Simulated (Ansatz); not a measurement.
# Run report: TiAl, single-point calculation

The run: single-point calculation of TiAl (slab, 16 atoms in the cell). Method and program: DFT, r2SCAN, plane waves, PAW, no spin polarisation (Ansatz 0.2.0).

The structure derives from an entry of the Crystallography Open Database.

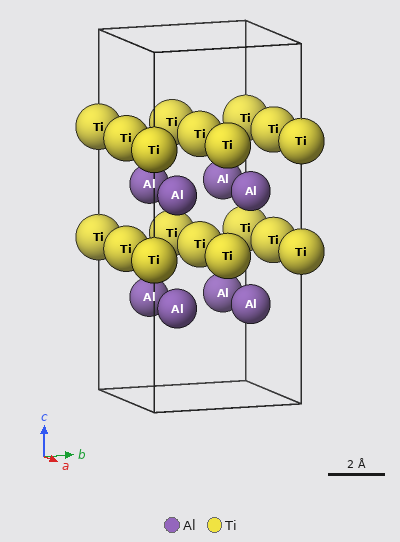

**Figure 1.** The structure (spheres-only view of the cell of the calculation, with the vacuum cut short, seen slightly off an axis). An atom can appear more than once, as a periodic image.

Input file
```yaml
crystal:
  lattice:
    - [5.6211242025, 0.0, 0.0]
    - [0.0, 5.6211242025, 0.0]
    - [0.0, 0.0, 23.0975011291]
  atoms:
    - { symbol: Al, position: [0.25, 0.25, 0.3680051774] }
    - { symbol: Al, position: [0.25, 0.75, 0.3680051774] }
    - { symbol: Al, position: [0.75, 0.25, 0.3680051774] }
    - { symbol: Al, position: [0.75, 0.75, 0.3680051774] }
    - { symbol: Ti, position: [0.0, 0.0, 0.4560017258] }
    - { symbol: Ti, position: [0.0, 0.5, 0.4560017258] }
    - { symbol: Ti, position: [0.5, 0.0, 0.4560017258] }
    - { symbol: Ti, position: [0.5, 0.5, 0.4560017258] }
    - { symbol: Al, position: [0.25, 0.25, 0.5451163868] }
    - { symbol: Al, position: [0.25, 0.75, 0.5451163868] }
    - { symbol: Al, position: [0.75, 0.25, 0.5451163868] }
    - { symbol: Al, position: [0.75, 0.75, 0.5451163868] }
    - { symbol: Ti, position: [0.0, 0.0, 0.6290455493] }
    - { symbol: Ti, position: [0.0, 0.5, 0.6290455493] }
    - { symbol: Ti, position: [0.5, 0.0, 0.6290455493] }
    - { symbol: Ti, position: [0.5, 0.5, 0.6290455493] }
basis:
  ecutwfc: 500
kpoints:
  mp_grid: { grid: [2, 2, 1] }
hamiltonian:
  xc: r2scan
scf:
  occupations: { method: gaussian, width: 0.1 }
output:
  forces: true
  eigenvalues: true
efield:
  axis: 3
  dipole_correction: true
  ramp_width: 0.04
```

Hardware: 2 threads of Intel Xeon (Sapphire Rapids), 192 GiB of memory available, shared host.

Launch command:
```bash
ansatz run input.yaml --threads 2 --pin off --max-ram 5120MiB --backend cpu --events-out ev --progress --plain --runs-dir out
```

What the program printed
```
Engine: ansatz 0.2.0, x86_64-unknown-linux-gnu
Pseudopotentials: kind: paw
Pseudopotential: Al, paw, valence charge 3, recommended cutoff 500 eV (meta_gga), Al.paw.azcp
Pseudopotential: Ti, paw, valence charge 12, recommended cutoff 500 eV (meta_gga), Ti.paw.azcp
Functional definition: r2SCAN
  parameter k0 = 0.174
  parameter k1 = 0.065
  parameter a1 = 4.9479
  exchange = r2scan_x(k0 = k0, k1 = k1, a1 = a1)
  correlation = r2scan_c
Crystal: 16 atoms, lattice volume = 729.813 Å³
Basis set: ecut = 500 eV, 18529 PW (Γ), exchange–correlation on 180×180×720 points (64 copies of the dense FFT grid, shifted against one another)
Bands: 76, of which v1, the nominal top of the filled ones, is band 60 counted from 1 (59 counted from 0)
Symmetry: 32 space group operations
Space group: P4mm (ITA 99), of the structure as read, at distance tolerance 9.0e-5 Å
k-points: 3 of 4
Non-local potential: Al, projectors of the file, l = 0: 2, l = 1: 2, l = 2: 1
Non-local potential: Ti, projectors of the file, l = 0: 3, l = 1: 2, l = 2: 3, l = 3: 1
PAW form: soft (Blöchl's): semilocal exchange-correlation on the pseudo side does not see the compensation charge
PAW frozen core: Al, regenerated for the run's functional (the file was generated under x = pbe(κ = 0.804, μ = 0.2195149727645171), c = pbe(β = 0.06672455060314922))
PAW frozen core: Ti, regenerated for the run's functional (the file was generated under x = pbe(κ = 0.804, μ = 0.2195149727645171), c = pbe(β = 0.06672455060314922))
PAW one-centre angular grid: Al, 302 points (default); XC on 160 Gauss nodes
PAW one-centre angular grid: Ti, 590 points (default); XC on 160 Gauss nodes
Initial density: superposition of atomic densities (neutral atoms: chi_scale 0, normalization atom), corrected by the library's trained network
Initial wavefunctions: pseudopotential atomic-orbital guess
Functional: x = r2scan, c = r2scan; τ floored in thin density (d = 2e-4 eV/Å³)
SCF iter   1: F=—  HF=-24355.372502 eV  |F-HF|=—  |Δ(HF+E_count)|=         —  Δρ=1.01e-2  dr2=3.77e0  dr2_τ=1.64e-1  ethr=1.77e-3  p=0.020 e·Å  D=4.94e-3 V/Å  ΔV_dip=-0.11 eV  dr2_dipole=3.29e-1  V_vac-E_F(+/−)=4.12/4.23 eV  ⟨swp⟩=7.7  Hψ=1052  notcnv=0
efield: sawtooth ramp at fractional position 0.9785 (placed from the atoms, in the widest stretch of the axis that holds none; the zero of the levels goes with the place), width 0.0400; the density the first Hamiltonian is built on has a dipole p = 0.020 e·Å; the dipole correction subtracts the counter field D = 4.94e-3 V/Å, which shifts the + side's vacuum level by -0.11 eV against the − side's; the planar-averaged density in the ramp window peaks in size at 1.8e-5 e/Å³
preconditioner: auto → LDOS  [metal: Δε(μ)=0.091 eV  Ē_g=3.852 eV  σ=0.100 eV  W_gap=0.47  n_scr=102 (ndim 8)  ℏωp=10.3 eV  f_vac=0.546  D(μ)=23.25/eV (n_scr^D=156)  β→1.0]
SCF iter   2: F=—  HF=-24355.635471 eV  |F-HF|=—  |Δ(HF+E_count)|=   2.63e-1  Δρ=9.71e-3  dr2=4.88e0  dr2_τ=7.87e-2  ethr=1.77e-3  p=-0.048 e·Å  D=-1.20e-2 V/Å  ΔV_dip=0.28 eV  dr2_dipole=1.01e0  V_vac-E_F(+/−)=4.34/4.07 eV  ⟨swp⟩=4.0  Hψ=522  notcnv=0  defer=21
SCF iter   3: F=—  HF=-24355.523167 eV  |F-HF|=—  |Δ(HF+E_count)|=   1.12e-1  Δρ=1.50e-3  dr2=3.02e-2  dr2_τ=4.67e-4  ethr=1.77e-3  p=-0.031 e·Å  D=-7.68e-3 V/Å  ΔV_dip=0.18 eV  dr2_dipole=1.34e-2  V_vac-E_F(+/−)=4.35/4.17 eV  ⟨swp⟩=2.3  Hψ=261  notcnv=0  defer=21
SCF iter   4: F=—  HF=-24355.526948 eV  |F-HF|=—  |Δ(HF+E_count)|=   3.78e-3  Δρ=6.45e-4  dr2=8.45e-3  dr2_τ=1.86e-4  ethr=2.51e-5  p=-0.053 e·Å  D=-1.31e-2 V/Å  ΔV_dip=0.30 eV  dr2_dipole=1.01e-4  V_vac-E_F(+/−)=4.46/4.16 eV  ⟨swp⟩=3.0  Hψ=327  notcnv=0  defer=21
SCF iter   5: F=—  HF=-24355.526756 eV  |F-HF|=—  |Δ(HF+E_count)|=   1.92e-4  Δρ=2.60e-4  dr2=1.38e-3  dr2_τ=1.96e-5  ethr=7.04e-6  p=-0.060 e·Å  D=-1.48e-2 V/Å  ΔV_dip=0.34 eV  dr2_dipole=8.11e-7  V_vac-E_F(+/−)=4.50/4.16 eV  ⟨swp⟩=2.0  Hψ=268  notcnv=0  defer=21
SCF iter   6: F=—  HF=-24355.527110 eV  |F-HF|=—  |Δ(HF+E_count)|=   3.54e-4  Δρ=1.60e-4  dr2=3.31e-4  dr2_τ=1.50e-5  ethr=1.15e-6  p=-0.067 e·Å  D=-1.66e-2 V/Å  ΔV_dip=0.38 eV  dr2_dipole=2.37e-5  V_vac-E_F(+/−)=4.53/4.15 eV  ⟨swp⟩=3.3  Hψ=345  notcnv=0  defer=21
SCF iter   7: F=—  HF=-24355.527180 eV  |F-HF|=—  |Δ(HF+E_count)|=   7.02e-5  Δρ=5.39e-5  dr2=1.49e-4  dr2_τ=1.39e-6  ethr=2.76e-7  p=-0.071 e·Å  D=-1.76e-2 V/Å  ΔV_dip=0.41 eV  dr2_dipole=1.68e-5  V_vac-E_F(+/−)=4.55/4.15 eV  ⟨swp⟩=3.0  Hψ=397  notcnv=0  defer=21
SCF iter   8: F=—  HF=-24355.527181 eV  |F-HF|=—  |Δ(HF+E_count)|=   6.29e-7  Δρ=2.75e-5  dr2=4.55e-5  dr2_τ=9.33e-8  ethr=1.24e-7  p=-0.072 e·Å  D=-1.79e-2 V/Å  ΔV_dip=0.41 eV  dr2_dipole=4.43e-6  V_vac-E_F(+/−)=4.56/4.15 eV  ⟨swp⟩=2.0  Hψ=238  notcnv=0  defer=21
SCF iter   9: F=—  HF=-24355.527082 eV  |F-HF|=—  |Δ(HF+E_count)|=   9.92e-5  Δρ=1.39e-5  dr2=9.87e-6  dr2_τ=8.31e-8  ethr=3.79e-8  p=-0.073 e·Å  D=-1.82e-2 V/Å  ΔV_dip=0.42 eV  dr2_dipole=1.79e-6  V_vac-E_F(+/−)=4.57/4.15 eV  ⟨swp⟩=2.3  Hψ=238  notcnv=0  defer=21
SCF iter  10: F=—  HF=-24355.527082 eV  |F-HF|=—  |Δ(HF+E_count)|=   4.95e-8  Δρ=2.37e-6  dr2=3.02e-7  dr2_τ=1.40e-9  ethr=8.22e-9  p=-0.074 e·Å  D=-1.83e-2 V/Å  ΔV_dip=0.42 eV  dr2_dipole=6.87e-8  V_vac-E_F(+/−)=4.57/4.15 eV  ⟨swp⟩=2.0  Hψ=264  notcnv=0  defer=21
SCF iter  11: F=—  HF=-24355.527082 eV  |F-HF|=—  |Δ(HF+E_count)|=   2.72e-8  Δρ=1.73e-6  dr2=1.47e-7  dr2_τ=7.39e-10  ethr=8.33e-11  p=-0.074 e·Å  D=-1.83e-2 V/Å  ΔV_dip=0.42 eV  dr2_dipole=4.30e-8  V_vac-E_F(+/−)=4.57/4.15 eV  ⟨swp⟩=15.7  Hψ=1119  notcnv=0
SCF iter  12: F=-24355.527082 eV  HF=-24355.527082 eV  |F-HF|=4.13e-9  |Δ(HF+E_count)|=   4.29e-9  Δρ=6.43e-7  dr2=5.04e-9  dr2_τ=2.17e-10  ethr=8.33e-11  p=-0.074 e·Å  D=-1.83e-2 V/Å  ΔV_dip=0.42 eV  dr2_dipole=1.09e-9  V_vac-E_F(+/−)=4.57/4.15 eV  ⟨swp⟩=4.3  Hψ=657  notcnv=0
SCF 1 converged in 12 iterations: F = -24355.527082 eV  dr2 = 5.04e-9
  greatest PAW one-centre occupation: 1.001 electrons in one spin orbital (limit 2), on the Ti atom at site 15 (counted from 0), in its partial waves of l = 1
```

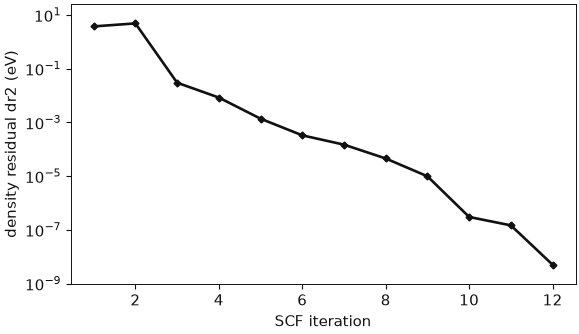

**Figure 2.** Convergence of the self-consistent field: density residual dr2 against the SCF iteration. The residual falls almost steadily, with no more than small rises.

```
SCF converged after 12 iterations
Free energy (F): -24355.527082 eV
Harris-Foulkes:  -24355.527082 eV  (|F-HF|=4.13e-9)
Internal energy: -24355.415750 eV  (E = F + TS)
E sigma→0 (E₀):  -24355.471416 eV
Entropy (-TS):   -0.111332 eV (-6.958 meV/atom)
Fermi energy:    1.295177 eV
Dipole field:    D = -0.018359 V/Å  (p = -0.074045 e·Å, saw-weighted, corrected)
Work function:   Φ+ = 4.5725 eV   Φ− = 4.1485 eV
Levels:          The Fermi level and band energies are counted from a zero that moves with the ramp; work functions are not
--- Per-component energies (eV) ---
  E_band       = -2593.973695
  E_kinetic    = 2360.917585
  E_local      = -79622.936455  (includes V_loc(G=0)·N_el)
  E_nonlocal   = 147.873718
  E_hartree    = 38606.891949
  E_xc         = -1029.056611
  E_vxc        = -1300.960235  (∫ρ·V_xc dr)
  E_paw        = -12244.980319  (= ΣΔE_a)
  E_vpaw       = -1477.187388  (= ΣTr[D̂ρ^β])
  E_aug_tail   = 0.000732  (compensation charges beyond the density's cutoff)
  E_vtau       = 83.157174  (kinetic-family band-sum trace: ∫τ·v_τ [+ j·A + Jᵃ·Aᵃ] dr)
  E_efield     = 0.000680  (sawtooth field / dipole correction)
  E_vefield    = 1.365379  (∫n·V_field dr)
  E_ewald      = 27428.381493
  E_core_change = -2.508522  (= ΣΔE_core)
  E_smearing   = -0.111332  (= −TS)
  E_closure    = -0.000000  (closes the sum)
  Σ components = -24355.527082   (vs F -24355.527082, Δ=0.00e0)
--- Forces (eV/Å), atoms counted from 1 ---
  atom   1  Al     0.00000000    -0.00000000     0.54813029
  atom   2  Al     0.00000000     0.00000000     0.54813029
  atom   3  Al     0.00000000     0.00000000     0.54813029
  atom   4  Al     0.00000000     0.00000000     0.54813029
  atom   5  Ti    -0.00000000     0.00000000    -0.48143965
  atom   6  Ti    -0.00000000     0.00000000    -0.48143965
  atom   7  Ti     0.00000000     0.00000000    -0.48143965
  atom   8  Ti     0.00000000     0.00000000    -0.48143965
  atom   9  Al    -0.00000000    -0.00000000     0.08702505
  atom  10  Al    -0.00000000     0.00000000     0.08702505
  atom  11  Al    -0.00000000    -0.00000000     0.08702505
  atom  12  Al    -0.00000000     0.00000000     0.08702505
  atom  13  Ti    -0.00000000    -0.00000000    -0.15370772
  atom  14  Ti    -0.00000000     0.00000000    -0.15370772
  atom  15  Ti     0.00000000     0.00000000    -0.15370772
  atom  16  Ti     0.00000000     0.00000000    -0.15370772
  max |Σ_I F_I| component: 3.19e-5 eV/Å
--- Band table (eV) ---
  k-point 0: bands = ["-57.9236", "-57.8598", "-57.8598", "-57.7985", "-57.7326", "-57.6678", "-57.6678", "-57.6056", "-33.3166", "-33.2881", "-33.2881", "-33.2550", "-33.2550", "-33.2161", "-33.2161", "-33.1991", "-33.1271", "-33.1271", "-33.1163", "-33.0528", "-33.0528", "-33.0492", "-33.0492", "-32.9889", "-32.7754", "-32.7754", "-32.7308", "-32.7308", "-32.6034", "-32.6034", "-32.5585", "-32.5585", "-8.0516", "-7.1322", "-3.8378", "-3.8378", "-3.6477", "-3.2908", "-3.2908", "-3.2714", "-3.2714", "-2.2411", "-2.2411", "-1.8473", "-1.7837", "-1.1906", "-0.8809", "-0.8809", "-0.4149", "-0.4149", "0.2095", "0.2095", "0.2912", "0.3374", "0.3374", "0.4139", "0.5383", "0.8740", "0.8740", "1.2917", "1.3173", "1.4707", "1.4707", "1.5564", "1.5564", "1.8554", "2.1531", "2.1531", "2.8130", "2.9874", "2.9874", "3.2453", "3.2453", "3.3167", "3.3167", "3.3397"]
  k-point 1: bands = ["-57.8918", "-57.8918", "-57.8293", "-57.8293", "-57.7003", "-57.7003", "-57.6368", "-57.6368", "-33.2860", "-33.2860", "-33.2523", "-33.2523", "-33.2272", "-33.2272", "-33.0901", "-33.0901", "-33.0829", "-33.0829", "-33.0354", "-33.0354", "-33.0192", "-33.0192", "-32.9768", "-32.9768", "-32.8693", "-32.8693", "-32.8091", "-32.8091", "-32.7531", "-32.7531", "-32.5810", "-32.5810", "-6.8109", "-6.8109", "-6.0278", "-6.0278", "-2.9638", "-2.9638", "-2.4364", "-2.4364", "-2.3661", "-2.3661", "-2.1583", "-2.1583", "-1.4200", "-1.4200", "-0.7603", "-0.7603", "-0.4974", "-0.4974", "0.2133", "0.2133", "0.5124", "0.5124", "0.5942", "0.5942", "0.7394", "0.7394", "1.1865", "1.1865", "1.5413", "1.5413", "1.8301", "1.8301", "1.8546", "1.8546", "2.1773", "2.1773", "2.5289", "2.5289", "2.5516", "2.5516", "2.6401", "2.6401", "3.3187", "3.3187"]
  k-point 2: bands = ["-57.8607", "-57.8607", "-57.8607", "-57.8607", "-57.6687", "-57.6687", "-57.6687", "-57.6687", "-33.2567", "-33.2567", "-33.2567", "-33.2567", "-33.0511", "-33.0511", "-33.0511", "-33.0511", "-33.0139", "-33.0139", "-33.0139", "-33.0139", "-32.9985", "-32.9985", "-32.9985", "-32.9985", "-32.8476", "-32.8476", "-32.8476", "-32.8476", "-32.8310", "-32.8310", "-32.8310", "-32.8310", "-5.6450", "-5.6450", "-5.6450", "-5.6450", "-4.9500", "-4.9500", "-4.9500", "-4.9500", "-1.4008", "-1.4008", "-1.4008", "-1.4008", "-0.0462", "-0.0462", "-0.0462", "-0.0462", "0.6509", "0.6509", "0.6509", "0.6509", "0.9789", "0.9789", "0.9789", "0.9789", "1.2078", "1.2078", "1.2078", "1.2078", "1.3565", "1.3565", "1.3565", "1.3565", "1.9095", "1.9095", "1.9095", "1.9095", "2.4156", "2.4156", "2.4156", "2.4156", "2.4518", "2.4518", "2.4518", "2.4518"]
```

Results in brief

```csv
quantity,value
outcome,converged
electrons treated,120
free energy,−24355.5271 eV
Fermi energy,1.295 eV
gap on the k-point mesh,0.03 eV
largest force (length of the vector),0.548 eV/Å
wall time,18 s (CPU time 36 s)
peak memory,2.5 GiB
```

Remarks

Settings chosen away from the usual ones: kpoints.mp_grid.grid set to [2, 2, 1] (from [5, 5, 1]). These settings are looser than, or depart from, a standard set-up, so the numbers are not reference values for this system.
